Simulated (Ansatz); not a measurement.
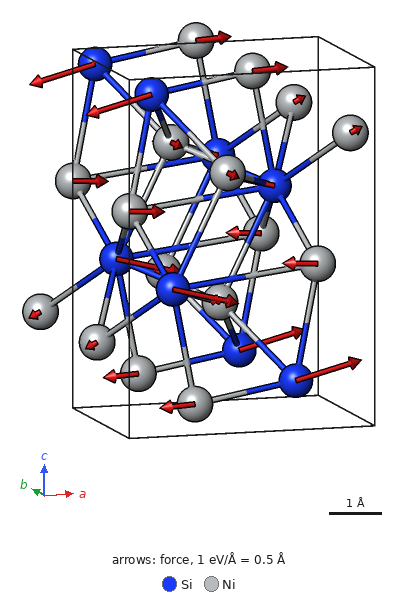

Starting geometry of crystalline SiNi₂ (built on the database_62 type) (coarse preliminary run) with the computed forces as red arrows. The picture is a ball-and-stick view of the cell of the calculation, repeated 1 × 2 × 1 with one cell outlined, seen slightly off an axis.

Case: structure reported for this formula (Pnma, No. 62).

All numbers below come from DFT PBE, scalar-relativistic, plane waves, PAW (Ansatz 0.2.0). Set-up: plane-wave cutoff 420 eV; k-point mesh 4 × 6 × 4; occupations gaussian; smearing width 0.1 eV; no spin polarisation; cell and atoms relaxed; force threshold 0.04 eV/Å; at most 70 steps.

Question: What follows when this structure is relaxed?

Answer: It isn't relaxed: the largest force vector, on Si atoms, is 2.79 eV/Å. The final displacements follow the starting forces only in part (cosine between the two patterns 0.80). After 3 accepted moves (4 points after the start) the energy has fallen by 102 meV per atom. Largest force component: 2.7 eV/Å at the start, 0.037 eV/Å at the end. Pressure: 7.89 GPa at the start and 0.23 GPa at the end. At 1 point the geometry stayed and the basis and grid were re-selected for the new cell (energy shift of less than 0.05 meV per atom at most each time). The largest moves relative to the cell, 0.26 Å, are those of Si atoms. Largest moves by element: Si 0.26 Å, Ni 0.03 Å. Cell: a 4.990 → 4.989 Å (0.0 %), b 3.720 → 3.744 Å (+0.7 %), c 7.060 → 7.075 Å (+0.2 %). Volume +0.8 %. Among the contacts that change: Ni–Si 2.082 → 2.327 Å, Ni–Si 2.961 → 2.720 Å, Ni–Si 2.487 → 2.347 Å, Ni–Si 2.463 → 2.579 Å. Bond angles that change, for instance: Si–Ni–Si 96.8° → 105.8°, Si–Ni–Si 92.6° → 85.9°, Si–Ni–Si 159.8° → 166.5°. The space group stays Pnma (No. 62). Cost: 48 s on 4 threads of Arm Neoverse V1, with other jobs on the host, peak memory 0.79 GiB.
